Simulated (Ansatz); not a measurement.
Take the following structure.

```
CELL_PARAMETERS angstrom
4.02893 0.00000 0.00000
-2.01446 3.48915 0.00000
0.00000 0.00000 6.64341
ATOMIC_POSITIONS crystal
Si 0.66667 0.33333 0.87492
Si 0.33333 0.66667 0.37492
Ge 0.66667 0.33333 0.50008
Ge 0.33333 0.66667 0.00008
```

What crystal do these data define?

It has the composition SiGe. Space group P6_3mc (No. 186), lattice primitive hexagonal. Prototype: wurtzite. Counting shared atoms by their share gives 2 Si, 2 Ge, or 4 atoms. The polyhedra are GeSi4 tetrahedra; they share corners. The neighbours of Si are four Ge in a tetrahedral arrangement at 2.47 to 2.49 Å. Each Ge atom is coordinated by four Si in a tetrahedral arrangement at 2.47 to 2.49 Å. The bonds build a three-dimensional framework.

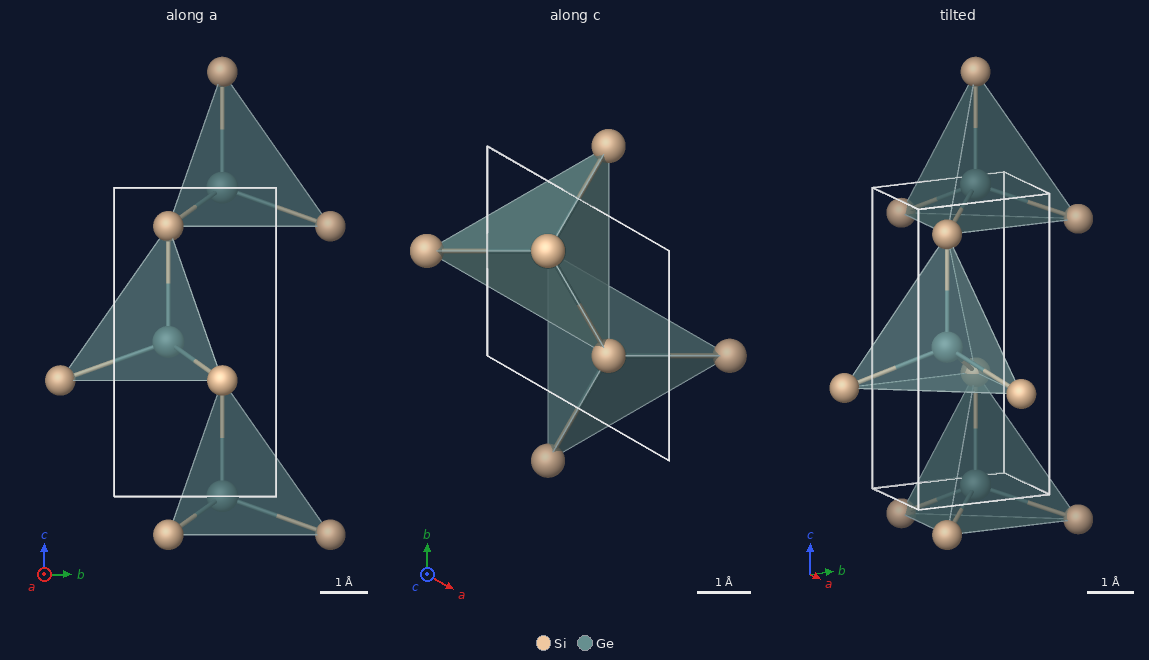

Shown here is a polyhedral view of the crystal, taken along the a axis, along the c axis and slightly off an axis. The conventional unit cell is outlined; an atom on or near a face, edge or corner is repeated at each equivalent position. Some atoms of the next cells are drawn as well.

The structure was taken from a structure listed in the Materials Project. It was relaxed at fixed volume with DFT PBEsol, scalar-relativistic, plane waves, PAW (Ansatz 0.2.0).

At this level of theory the cell isn't at rest (stretched, at -6 GPa), so its distances can differ from those at equilibrium, the more so the softer the solid.
